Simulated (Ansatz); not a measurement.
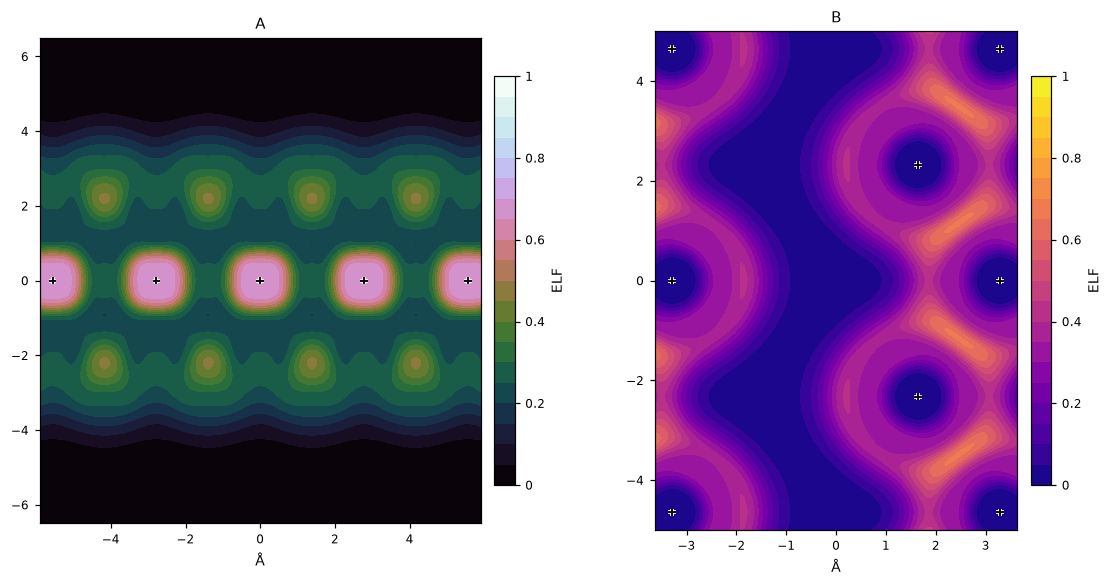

The electron localisation function of 2 systems, each on a plane through atoms (crosses mark nuclei in the plane).

The calculation used DFT PBE+D3(BJ), scalar-relativistic, plane waves, PAW (Ansatz).

System 1: Pt (slab), the (100) plane of the calculation cell, a cut from vacuum to vacuum. 

```
Pt
1.0
     5.55573    0.00000    0.00000
    -2.77787    4.81140    0.00000
     0.00000    0.00000   20.53624
Pt
12
Direct
  0.33333 0.16667 0.38956
  0.33333 0.66667 0.38956
  0.83333 0.16667 0.38956
  0.83333 0.66667 0.38956
  0.66667 0.33333 0.50158
  0.66667 0.83333 0.50158
  0.16667 0.33333 0.50158
  0.16667 0.83333 0.50158
  0.00000 0.50000 0.61357
  0.00000 0.00000 0.61357
  0.50000 0.50000 0.61357
  0.50000 0.00000 0.61357
```

System 2: Sn, the (011) plane of the conventional cell. Space group Fd-3m.

```
CELL_PARAMETERS angstrom
6.57356 0.00000 0.00000
0.00000 6.57356 0.00000
0.00000 0.00000 6.57356
ATOMIC_POSITIONS crystal
Sn 0.00000 0.00000 0.00000
Sn 0.50000 0.50000 0.00000
Sn 0.50000 0.00000 0.50000
Sn 0.00000 0.50000 0.50000
Sn 0.25000 0.25000 0.25000
Sn 0.75000 0.75000 0.25000
Sn 0.75000 0.25000 0.75000
Sn 0.25000 0.75000 0.75000
```

Which map belongs to which system?

Answer. Panel A is system 1, Pt: the plane holds Pt. Pt–Pt (2.78 Å): the ELF is about 0.30 at the midpoint; no shared electron pair shows on this line. Panel B is system 2, Sn: the plane holds Sn. Sn–Sn (2.85 Å): the ELF peaks at about 0.65 between the atoms.
